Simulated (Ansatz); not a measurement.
## Run report: Li15O8 (charge −1), nudged elastic band (part 1 of 2)

The run: nudged elastic band of Li15O8 (defect cell, 23 atoms in the cell, total charge −1). Method and program: DFT PBE, scalar-relativistic, plane waves, PAW, no spin polarisation (Ansatz 0.2.0).

The structure derives from an entry of the Crystallography Open Database. It belongs to a series of runs on one base structure; here: band between the two ends. Figures and captions count atoms from 1; the log counts them from 0 in places.

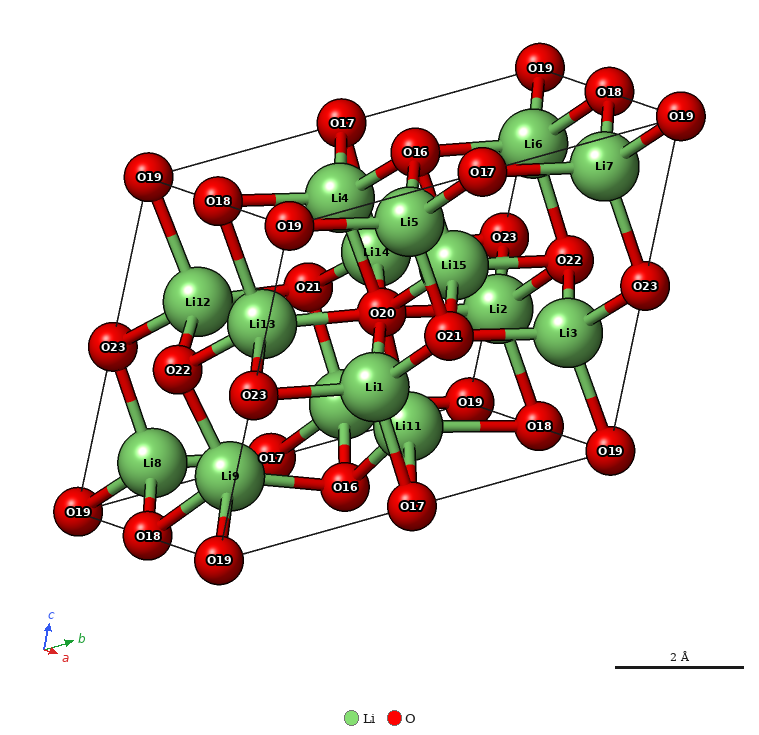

The input geometry (ball-and-stick view of the cell of the calculation, seen slightly off an axis; atoms are numbered from 1 in the order of the input).

Input file
```yaml
crystal:
  lattice:
    - [-4.6257010038, -4.6257010038, 0.0]
    - [-4.6257010038, 0.0, -4.6257010038]
    - [0.0, -4.6257010038, -4.6257010038]
  atoms:
    - { symbol: Li, position: [0.8720720606, 0.3779279394, 0.3779279394] }
    - { symbol: Li, position: [0.3779279394, 0.8720720606, 0.3779279394] }
    - { symbol: Li, position: [0.8720720606, 0.8720720606, 0.3779279394] }
    - { symbol: Li, position: [0.3779279394, 0.3779279394, 0.8720720606] }
    - { symbol: Li, position: [0.8720720606, 0.3779279394, 0.8720720606] }
    - { symbol: Li, position: [0.3779279394, 0.8720720606, 0.8720720606] }
    - { symbol: Li, position: [0.875, 0.875, 0.875] }
    - { symbol: Li, position: [0.125, 0.125, 0.125] }
    - { symbol: Li, position: [0.6027564342, 0.1472435658, 0.1472435658] }
    - { symbol: Li, position: [0.1472435658, 0.6027564342, 0.1472435658] }
    - { symbol: Li, position: [0.6027564342, 0.6027564342, 0.1472435658] }
    - { symbol: Li, position: [0.1472435658, 0.1472435658, 0.6027564342] }
    - { symbol: Li, position: [0.6027564342, 0.1472435658, 0.6027564342] }
    - { symbol: Li, position: [0.1472435658, 0.6027564342, 0.6027564342] }
    - { symbol: Li, position: [0.625, 0.625, 0.625] }
    - { symbol: O, position: [0.5052876624, 0.5052876624, -0.0158629873] }
    - { symbol: O, position: [1.0017715535, 0.4946853396, 0.0017715535] }
    - { symbol: O, position: [0.4946853396, 1.0017715535, 0.0017715535] }
    - { symbol: O, position: [1.0017715535, 1.0017715535, 0.0017715535] }
    - { symbol: O, position: [0.5052876624, 0.5052876624, 0.5052876624] }
    - { symbol: O, position: [0.9841370127, 0.5052876624, 0.5052876624] }
    - { symbol: O, position: [0.5052876624, 0.9841370127, 0.5052876624] }
    - { symbol: O, position: [1.0017715535, 1.0017715535, 0.4946853396] }
total_charge: -1
basis:
  ecutwfc: 420
kpoints:
  mp_grid: { grid: [4, 4, 4] }
hamiltonian:
  xc: pbe
scf:
  occupations: { method: gaussian, width: 0.05 }
output:
  forces: true
neb:
  images: 5
  f_tol: 0.05
  max_iterations: 60
  order_check: false
  final_atoms:
    - { symbol: Li, position: [0.875, 0.375, 0.375] }
    - { symbol: Li, position: [0.3972432672, 0.8972432672, 0.3527567328] }
    - { symbol: Li, position: [0.8527567328, 0.8972432672, 0.3527567328] }
    - { symbol: Li, position: [0.3972432672, 0.3527567328, 0.8972432672] }
    - { symbol: Li, position: [0.8527567328, 0.3527567328, 0.8972432672] }
    - { symbol: Li, position: [0.375, 0.875, 0.875] }
    - { symbol: Li, position: [0.8527567328, 0.8972432672, 0.8972432672] }
    - { symbol: Li, position: [0.1279280611, 0.1220719389, 0.1220719389] }
    - { symbol: Li, position: [0.3972432672, 0.3527567328, 0.3527567328] }
    - { symbol: Li, position: [0.1279280611, 0.6279280611, 0.1220719389] }
    - { symbol: Li, position: [0.6220719389, 0.6279280611, 0.1220719389] }
    - { symbol: Li, position: [0.1279280611, 0.1220719389, 0.6279280611] }
    - { symbol: Li, position: [0.6220719389, 0.1220719389, 0.6279280611] }
    - { symbol: Li, position: [0.125, 0.625, 0.625] }
    - { symbol: Li, position: [0.6220719389, 0.6279280611, 0.6279280611] }
    - { symbol: O, position: [0.4947123406, 0.5158629782, -0.0052876594] }
    - { symbol: O, position: [0.9982282046, 0.4982282046, 0.0053153862] }
    - { symbol: O, position: [0.4947123406, 0.9947123406, -0.0052876594] }
    - { symbol: O, position: [1.0158629782, 0.9947123406, -0.0052876594] }
    - { symbol: O, position: [0.5053153862, 0.4982282046, 0.4982282046] }
    - { symbol: O, position: [0.9982282046, 0.4982282046, 0.4982282046] }
    - { symbol: O, position: [0.4947123406, 0.9947123406, 0.5158629782] }
    - { symbol: O, position: [0.9982282046, 1.0053153862, 0.4982282046] }
  climbing: false
```

Run on 4 threads of Arm Neoverse V1, 24 GiB of memory available, shared host.

Run as:
```bash
ansatz run input.yaml --threads 4 --pin off --max-ram 9216MiB --backend cpu --events-out ev --progress --plain --runs-dir out
```

Log
```
Warning: neb: disabling space-group detection — the band's intermediate images generally break the endpoint symmetry, so no spatial operation reduces the k-mesh or symmetrises the density, except that a semilocal band can use its path's symmetry ahead of convergence; time reversal is kept, so that k and −k are solved as one point where they differ and the mesh holds both, and exact exchange and, on two spinor components, a DFT+U term hold to it where the run has them: on two components no moment then forms, and a state that bears one, which a typed moment (crystal.atoms[].spin; refused beside efield: under a hybrid functional) reaches, can lie lower, under hf by electronvolts; crystal.symmetry.detect: false (a key that needs symmetry detection or time reversal refuses this as the deck is read) with time_reversal: false beside it drops time reversal too
Engine: ansatz 0.2.0, aarch64-unknown-linux-gnu
Pseudopotentials: kind: paw
Pseudopotential: Li, paw, valence charge 3, recommended cutoff 420 eV (normal), Li.paw.azcp
Pseudopotential: O, paw, valence charge 6, recommended cutoff 420 eV (normal), O.paw.azcp
Functional definition: PBE
  parameter kappa = 0.804
  parameter beta = 0.06672455060314922
  exchange = pbe_x(kappa = kappa, mu = beta*pi^2/3)
  correlation = pbe_c(beta = beta)
parallel-image band execution: 4 concurrent image workers
NEB image 0
Crystal: 23 atoms, lattice volume = 197.953 Å³
Basis set: ecut = 420 eV, 3839 PW (Γ), exchange–correlation on 90×90×90 points (8 copies of the dense FFT grid, shifted against one another)
Bands: 70, of which v1, the nominal top of the filled ones, is band 47 counted from 1 (46 counted from 0)
Symmetry: 1 space group operations
k-points: 36 of 64 (time reversal used)
Non-local potential: Li, projectors of the file, l = 0: 3, l = 1: 2, l = 2: 1
Non-local potential: O, projectors of the file, l = 0: 2, l = 1: 2, l = 2: 1
PAW form: soft (Blöchl's): semilocal exchange-correlation on the pseudo side does not see the compensation charge
PAW one-centre angular grid: Li, 110 points (default); XC on 64 Gauss nodes
PAW one-centre angular grid: O, 110 points (default); XC on 64 Gauss nodes
Initial density: superposition of atomic densities (neutral atoms scaled as one to the charged cell's electrons: chi_scale 0, normalization atom), corrected by the library's trained network
Initial wavefunctions: pseudopotential atomic-orbital guess
Functional: x = pbe(κ = 0.804, μ = 0.2195149727645171), c = pbe(β = 0.06672455060314922)
SCF iter   1: F=—  HF=-7628.314650 eV  |F-HF|=—  |Δ(HF+E_count)|=         —  Δρ=2.04e-2  dr2=6.07e-1  ethr=1.77e-3  ⟨swp⟩=6.9  Hψ=11990  notcnv=0  defer=306
preconditioner: auto → Resta (q_TF=auto, 2.410 Å⁻¹)  ε∞=3.0  [insulator: Δε(μ)=4.851 eV  Ē_g=14.755 eV  σ=0.050 eV  W_gap=1.00  n_scr=58 (ndim 8)  ℏωp=21.1 eV  f_vac=0.001  D(μ)=0.00/eV (n_scr^D=0)  ε∞_Penn≈3.0]
SCF iter   2: F=—  HF=-7628.180387 eV  |F-HF|=—  |Δ(HF+E_count)|=   1.34e-1  Δρ=6.87e-3  dr2=7.48e-2  ethr=6.46e-4  ⟨swp⟩=2.6  Hψ=3708  notcnv=0  defer=562
SCF iter   3: F=—  HF=-7628.169129 eV  |F-HF|=—  |Δ(HF+E_count)|=   1.13e-2  Δρ=1.51e-3  dr2=3.74e-3  ethr=7.96e-5  ⟨swp⟩=2.0  Hψ=2974  notcnv=0  defer=572
SCF iter   4: F=—  HF=-7628.169479 eV  |F-HF|=—  |Δ(HF+E_count)|=   3.50e-4  Δρ=2.82e-4  dr2=1.93e-4  ethr=3.98e-6  ⟨swp⟩=2.0  Hψ=3007  notcnv=0  defer=572
SCF iter   5: F=—  HF=-7628.169521 eV  |F-HF|=—  |Δ(HF+E_count)|=   4.24e-5  Δρ=8.37e-5  dr2=1.16e-5  ethr=2.05e-7  ⟨swp⟩=2.6  Hψ=3030  notcnv=0  defer=572
SCF iter   6: F=—  HF=-7628.169895 eV  |F-HF|=—  |Δ(HF+E_count)|=   3.73e-4  Δρ=3.30e-5  dr2=1.70e-6  ethr=1.23e-8  ⟨swp⟩=2.0  Hψ=3640  notcnv=0  defer=572
SCF iter   7: F=-7628.169895 eV  HF=-7628.169895 eV  |F-HF|=2.92e-9  |Δ(HF+E_count)|=   4.77e-8  Δρ=3.59e-6  dr2=3.19e-8  ethr=1.06e-10  ⟨swp⟩=2.0  Hψ=7374  notcnv=0
SCF 1 converged in 7 iterations: F = -7628.169895 eV  dr2 = 3.19e-8
  greatest PAW one-centre occupation: 1.000 electrons in one spin orbital (limit 2), on the Li atom at site 14 (counted from 0), in its partial waves of l = 0
NSCF: frozen V_eff on 36 k-points
NEB image 6
SCF iter   1: F=—  HF=-7628.315178 eV  |F-HF|=—  |Δ(HF+E_count)|=         —  Δρ=2.04e-2  dr2=6.07e-1  ethr=1.77e-3  ⟨swp⟩=6.9  Hψ=11978  notcnv=0  defer=300
SCF iter   2: F=—  HF=-7628.180940 eV  |F-HF|=—  |Δ(HF+E_count)|=   1.34e-1  Δρ=6.87e-3  dr2=7.48e-2  ethr=6.46e-4  ⟨swp⟩=2.6  Hψ=3716  notcnv=0  defer=562
SCF iter   3: F=—  HF=-7628.169679 eV  |F-HF|=—  |Δ(HF+E_count)|=   1.13e-2  Δρ=1.51e-3  dr2=3.74e-3  ethr=7.96e-5  ⟨swp⟩=2.0  Hψ=2974  notcnv=0  defer=572
SCF iter   4: F=—  HF=-7628.170024 eV  |F-HF|=—  |Δ(HF+E_count)|=   3.45e-4  Δρ=2.81e-4  dr2=1.92e-4  ethr=3.98e-6  ⟨swp⟩=2.0  Hψ=3006  notcnv=0  defer=572
SCF iter   5: F=—  HF=-7628.170070 eV  |F-HF|=—  |Δ(HF+E_count)|=   4.64e-5  Δρ=8.35e-5  dr2=1.15e-5  ethr=2.04e-7  ⟨swp⟩=2.6  Hψ=3030  notcnv=0  defer=572
SCF iter   6: F=—  HF=-7628.169895 eV  |F-HF|=—  |Δ(HF+E_count)|=   1.75e-4  Δρ=3.00e-5  dr2=1.36e-6  ethr=1.22e-8  ⟨swp⟩=2.0  Hψ=3640  notcnv=0  defer=572
SCF iter   7: F=-7628.169895 eV  HF=-7628.169895 eV  |F-HF|=8.23e-10  |Δ(HF+E_count)|=   3.60e-8  Δρ=3.57e-6  dr2=2.66e-8  ethr=1.06e-10  ⟨swp⟩=2.0  Hψ=7369  notcnv=0
SCF 2 converged in 7 iterations: F = -7628.169895 eV  dr2 = 2.66e-8
[... from here on the iterations of each SCF are left out, up to the last one ...]
NSCF: frozen V_eff on 36 k-points
NEB end point (image 0): max|allowed force component| = 4.700e-3 eV/Å (the criterion of neb.relax_end_points is 1.000e-2)
NEB end point (image 6): max|allowed force component| = 4.671e-3 eV/Å (the criterion of neb.relax_end_points is 1.000e-2)
NEB image 1
preconditioner: auto → Resta (q_TF=auto, 2.410 Å⁻¹)  ε∞=3.1  [insulator: Δε(μ)=4.634 eV  Ē_g=14.741 eV  σ=0.050 eV  W_gap=1.00  n_scr=58 (ndim 8)  ℏωp=21.1 eV  f_vac=0.001  D(μ)=0.00/eV (n_scr^D=0)  ε∞_Penn≈3.1]
SCF 3 converged in 7 iterations: F = -7628.066938 eV  dr2 = 3.05e-8
NEB image 2
preconditioner: auto → Resta (q_TF=auto, 2.410 Å⁻¹)  ε∞=3.1  [insulator: Δε(μ)=4.479 eV  Ē_g=14.725 eV  σ=0.050 eV  W_gap=1.00  n_scr=58 (ndim 8)  ℏωp=21.1 eV  f_vac=0.002  D(μ)=0.00/eV (n_scr^D=0)  ε∞_Penn≈3.1]
SCF 4 converged in 7 iterations: F = -7627.877559 eV  dr2 = 2.52e-8
NEB image 3
preconditioner: auto → Resta (q_TF=auto, 2.410 Å⁻¹)  ε∞=3.1  [insulator: Δε(μ)=4.423 eV  Ē_g=14.719 eV  σ=0.050 eV  W_gap=1.00  n_scr=58 (ndim 8)  ℏωp=21.1 eV  f_vac=0.002  D(μ)=0.00/eV (n_scr^D=0)  ε∞_Penn≈3.1]
SCF 5 converged in 7 iterations: F = -7627.784200 eV  dr2 = 1.98e-8
NEB image 4
SCF 6 converged in 7 iterations: F = -7627.877561 eV  dr2 = 2.37e-8
NEB image 5
preconditioner: auto → Resta (q_TF=auto, 2.410 Å⁻¹)  ε∞=3.1  [insulator: Δε(μ)=4.634 eV  Ē_g=14.742 eV  σ=0.050 eV  W_gap=1.00  n_scr=58 (ndim 8)  ℏωp=21.1 eV  f_vac=0.001  D(μ)=0.00/eV (n_scr^D=0)  ε∞_Penn≈3.1]
SCF 7 converged in 7 iterations: F = -7628.066940 eV  dr2 = 2.37e-8
NEB iter   1: max|band force component| = 6.222e-1 eV/Å  barrier→ = 0.3857 eV  barrier← = 0.3857 eV  Δτ_max = 0.0283 Å  (49 SCF iters)
NEB image 1
Initial density: handed on by an earlier stage of this run
Initial wavefunctions: those handed on with the density
preconditioner: auto → Resta (q_TF=auto, 2.410 Å⁻¹)  ε∞=3.0  [insulator: Δε(μ)=4.916 eV  Ē_g=14.858 eV  σ=0.050 eV  W_gap=1.00  n_scr=58 (ndim 8)  ℏωp=21.1 eV  f_vac=0.000  D(μ)=0.00/eV (n_scr^D=0)  ε∞_Penn≈3.0]
SCF 8 converged in 6 iterations: F = -7628.085528 eV  dr2 = 5.65e-9
NEB image 2
preconditioner: auto → Resta (q_TF=auto, 2.410 Å⁻¹)  ε∞=3.0  [insulator: Δε(μ)=4.795 eV  Ē_g=14.844 eV  σ=0.050 eV  W_gap=1.00  n_scr=58 (ndim 8)  ℏωp=21.1 eV  f_vac=0.000  D(μ)=0.00/eV (n_scr^D=0)  ε∞_Penn≈3.0]
SCF 9 converged in 6 iterations: F = -7627.931524 eV  dr2 = 9.93e-9
NEB image 3
preconditioner: auto → Resta (q_TF=auto, 2.410 Å⁻¹)  ε∞=3.0  [insulator: Δε(μ)=4.750 eV  Ē_g=14.840 eV  σ=0.050 eV  W_gap=1.00  n_scr=58 (ndim 8)  ℏωp=21.1 eV  f_vac=0.000  D(μ)=0.00/eV (n_scr^D=0)  ε∞_Penn≈3.0]
SCF 10 converged in 6 iterations: F = -7627.857153 eV  dr2 = 1.25e-8
NEB image 4
SCF 11 converged in 6 iterations: F = -7627.931524 eV  dr2 = 1.13e-8
NEB image 5
SCF 12 converged in 6 iterations: F = -7628.085529 eV  dr2 = 6.92e-9
NEB iter   2: max|band force component| = 3.450e-1 eV/Å  barrier→ = 0.3127 eV  barrier← = 0.3127 eV  Δτ_max = 0.0297 Å  (30 SCF iters)
NEB image 1
preconditioner: auto → Resta (q_TF=auto, 2.410 Å⁻¹)  ε∞=3.0  [insulator: Δε(μ)=4.962 eV  Ē_g=14.858 eV  σ=0.050 eV  W_gap=1.00  n_scr=58 (ndim 8)  ℏωp=21.1 eV  f_vac=0.000  D(μ)=0.00/eV (n_scr^D=0)  ε∞_Penn≈3.0]
SCF 13 converged in 6 iterations: F = -7628.094057 eV  dr2 = 5.16e-9
NEB image 2
preconditioner: auto → Resta (q_TF=auto, 2.410 Å⁻¹)  ε∞=3.0  [insulator: Δε(μ)=4.860 eV  Ē_g=14.843 eV  σ=0.050 eV  W_gap=1.00  n_scr=58 (ndim 8)  ℏωp=21.1 eV  f_vac=0.000  D(μ)=0.00/eV (n_scr^D=0)  ε∞_Penn≈3.0]
SCF 14 converged in 6 iterations: F = -7627.953606 eV  dr2 = 7.86e-9
NEB image 3
preconditioner: auto → Resta (q_TF=auto, 2.410 Å⁻¹)  ε∞=3.0  [insulator: Δε(μ)=4.819 eV  Ē_g=14.838 eV  σ=0.050 eV  W_gap=1.00  n_scr=58 (ndim 8)  ℏωp=21.1 eV  f_vac=0.000  D(μ)=0.00/eV (n_scr^D=0)  ε∞_Penn≈3.0]
SCF 15 converged in 6 iterations: F = -7627.885392 eV  dr2 = 9.10e-9
NEB image 4
SCF 16 converged in 6 iterations: F = -7627.953606 eV  dr2 = 9.63e-9
NEB image 5
SCF 17 converged in 6 iterations: F = -7628.094057 eV  dr2 = 6.90e-9
NEB iter   3: max|band force component| = 5.191e-2 eV/Å  barrier→ = 0.2845 eV  barrier← = 0.2845 eV  Δτ_max = 0.0047 Å  (30 SCF iters)
NEB image 1
preconditioner: auto → Resta (q_TF=auto, 2.410 Å⁻¹)  ε∞=3.0  [insulator: Δε(μ)=4.949 eV  Ē_g=14.858 eV  σ=0.050 eV  W_gap=1.00  n_scr=58 (ndim 8)  ℏωp=21.1 eV  f_vac=0.000  D(μ)=0.00/eV (n_scr^D=0)  ε∞_Penn≈3.0]
SCF 18 converged in 6 iterations: F = -7628.094813 eV  dr2 = 1.75e-10
NEB image 2
preconditioner: auto → Resta (q_TF=auto, 2.410 Å⁻¹)  ε∞=3.0  [insulator: Δε(μ)=4.834 eV  Ē_g=14.842 eV  σ=0.050 eV  W_gap=1.00  n_scr=58 (ndim 8)  ℏωp=21.1 eV  f_vac=0.000  D(μ)=0.00/eV (n_scr^D=0)  ε∞_Penn≈3.0]
SCF 19 converged in 6 iterations: F = -7627.954671 eV  dr2 = 2.89e-10
NEB image 3
preconditioner: auto → Resta (q_TF=auto, 2.410 Å⁻¹)  ε∞=3.0  [insulator: Δε(μ)=4.788 eV  Ē_g=14.836 eV  σ=0.050 eV  W_gap=1.00  n_scr=58 (ndim 8)  ℏωp=21.1 eV  f_vac=0.000  D(μ)=0.00/eV (n_scr^D=0)  ε∞_Penn≈3.0]
SCF 20 converged in 6 iterations: F = -7627.886313 eV  dr2 = 7.07e-10
NEB image 4
SCF 21 converged in 6 iterations: F = -7627.954671 eV  dr2 = 2.67e-10
NEB image 5
iter 1 solved again at ethr=1.96e-7 eV; its pass at ethr=3.10e-3 eV (dr2=1.85e-4 eV) is discarded
SCF iter   1: F=—  HF=-7628.094887 eV  |F-HF|=—  |Δ(HF+E_count)|=         —  Δρ=2.80e-4  dr2=1.93e-4  ethr=1.96e-7  ⟨swp⟩=2.0  Hψ=7886  notcnv=0
SCF iter   2: F=—  HF=-7628.094856 eV  |F-HF|=—  |Δ(HF+E_count)|=   3.13e-5  Δρ=1.51e-4  dr2=5.45e-5  ethr=1.96e-7  ⟨swp⟩=1.0  Hψ=2520  notcnv=0
SCF iter   3: F=—  HF=-7628.094813 eV  |F-HF|=—  |Δ(HF+E_count)|=   4.30e-5  Δρ=1.77e-5  dr2=5.54e-7  ethr=5.80e-8  ⟨swp⟩=2.1  Hψ=3389  notcnv=0
iter 4 did not close the SCF: its close was put off for the readings that it lacked (scf_convergence_deferred on its scf_iter line)
SCF iter   4: F=-7628.094813 eV  HF=-7628.094813 eV  |F-HF|=1.77e-8  |Δ(HF+E_count)|=   7.45e-8  Δρ=4.33e-6  dr2=4.28e-8  ethr=5.89e-10  ⟨swp⟩=2.0  Hψ=3439  notcnv=0
iter 5 did not close the SCF: its close was put off for the readings that it lacked (scf_convergence_deferred on its scf_iter line)
SCF iter   5: F=-7628.094813 eV  HF=-7628.094813 eV  |F-HF|=1.32e-9  |Δ(HF+E_count)|=   5.51e-9  Δρ=1.15e-6  dr2=2.15e-9  ethr=4.55e-11  ⟨swp⟩=2.0  Hψ=3400  notcnv=0
SCF iter   6: F=-7628.094813 eV  HF=-7628.094813 eV  |F-HF|=9.09e-12  |Δ(HF+E_count)|=   1.83e-9  Δρ=3.77e-7  dr2=2.22e-10  ethr=2.28e-12  ⟨swp⟩=1.0  Hψ=6073  notcnv=0
SCF 22 converged in 6 iterations: F = -7628.094813 eV  dr2 = 2.22e-10
NEB image 1
NSCF: frozen V_eff on 36 k-points
NEB image 2
NSCF: frozen V_eff on 36 k-points
NEB image 4
NSCF: frozen V_eff on 36 k-points
NEB image 5
NSCF: frozen V_eff on 36 k-points
NEB image 3
NSCF: frozen V_eff on 36 k-points
the search or the solves at the SCF's close seem to have found levels that the self-consistency loop had missed (the run counts 2). By its estimate they hold under 1e-12 electrons; where the run keeps them, the occupations were computed again with them
NEB iter   4: max|band force component| = 1.999e-2 eV/Å  barrier→ = 0.2836 eV  barrier← = 0.2836 eV  Δτ_max = 0.0000 Å  (30 SCF iters)
```

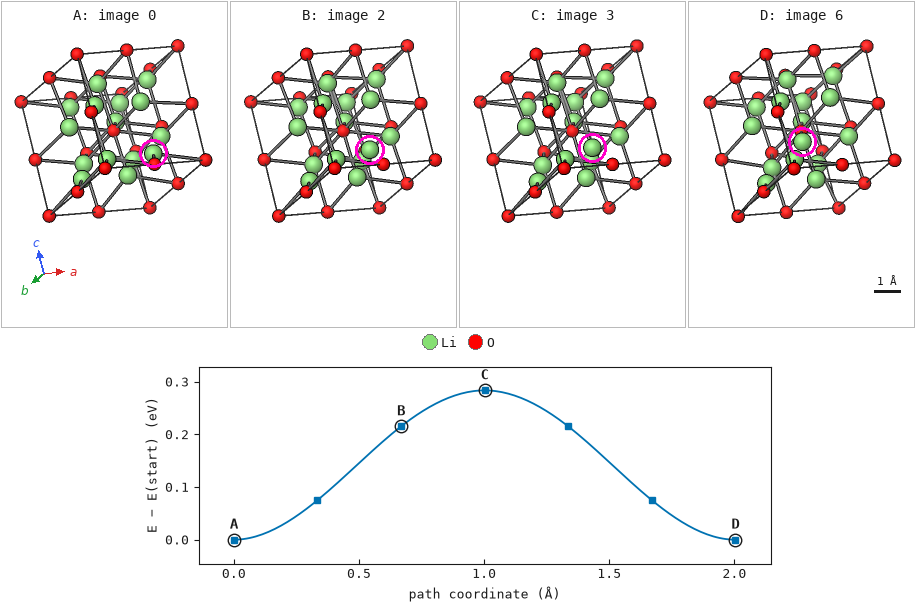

Images of the last band (counted from 0; ball-and-stick, reduced simulation cell, seen at an oblique angle), with the moving atom and its periodic copies ringed, above the energy along the path; the line is a cubic interpolation that uses the forces. The highest image is number 3, 0.284 eV above the start and 0.284 eV above the end; start and end have the same energy. The path is 2.00 Å long, and Li9 moves most (1.90 Å). The band converged in 4 iterations.

```
SCF converged after 6 iterations
Free energy (F): -7627.886313 eV
Harris-Foulkes:  -7627.886313 eV  (|F-HF|=3.44e-10)
Internal energy: -7627.886313 eV  (E = F + TS)
E sigma→0 (E₀):  -7627.886313 eV
Fermi energy:    5.093863 eV
--- Per-component energies (eV) ---
  E_band       = -1338.984197
  E_kinetic    = 1767.510117
  E_local      = -4598.804038  (includes V_loc(G=0)·N_el)
  E_nonlocal   = -110.194226
  E_hartree    = 1536.136247
  E_xc         = -775.996873
  E_vxc        = -993.077987  (∫ρ·V_xc dr)
  E_paw        = -1581.503801  (= ΣΔE_a)
  E_vpaw       = -476.711052  (= ΣTr[D̂ρ^β])
  E_aug_tail   = 0.020306  (compensation charges beyond the density's cutoff)
  E_ewald      = -3865.054045
  E_smearing   = -0.000000  (= −TS)
  E_closure    = -0.000000  (closes the sum)
  E_deformation_potential = -16.423809  (in the stress; not in F)
  Σ components = -7627.886313   (vs F -7627.886313, Δ=0.00e0)
--- Forces (eV/Å), atoms counted from 1 ---
  atom   1  Li    -0.00000256    -0.00000228    -0.00521398
  atom   2  Li     0.00817024    -0.00380923    -0.00493044
  atom   3  Li     0.00380735    -0.00817381    -0.00492583
  atom   4  Li    -0.00380899     0.00817068    -0.00493028
  atom   5  Li    -0.00817420     0.00380711    -0.00492575
  atom   6  Li     0.00000076     0.00000113     0.01782081
  atom   7  Li    -0.00000196    -0.00000247    -0.00639686
  atom   8  Li     0.00000223     0.00000241     0.00521337
  atom   9  Li     0.00000073    -0.00000053     0.00000134
  atom  10  Li    -0.00380804     0.00817282     0.00492573
  atom  11  Li    -0.00816994     0.00381030     0.00493030
  atom  12  Li     0.00817234    -0.00380834     0.00492594
  atom  13  Li     0.00381058    -0.00816948     0.00493043
  atom  14  Li     0.00000273     0.00000239     0.00639583
  atom  15  Li    -0.00000136    -0.00000095    -0.01782248
  atom  16  O      0.00692979    -0.00692931     0.00000222
  atom  17  O      0.00930396    -0.00930430     0.00000013
  atom  18  O     -0.00427618    -0.00427597     0.00252588
  atom  19  O      0.00427593     0.00427613     0.00252699
  atom  20  O      0.00427416     0.00427411    -0.00252687
  atom  21  O     -0.00427401    -0.00427412    -0.00252733
  atom  22  O     -0.00692943     0.00692989     0.00000211
  atom  23  O     -0.00930419     0.00930378    -0.00000009
  max |Σ_I F_I| component: 1.15e-6 eV/Å
--- Band table (eV; the first three rows and the last of 36) ---
```
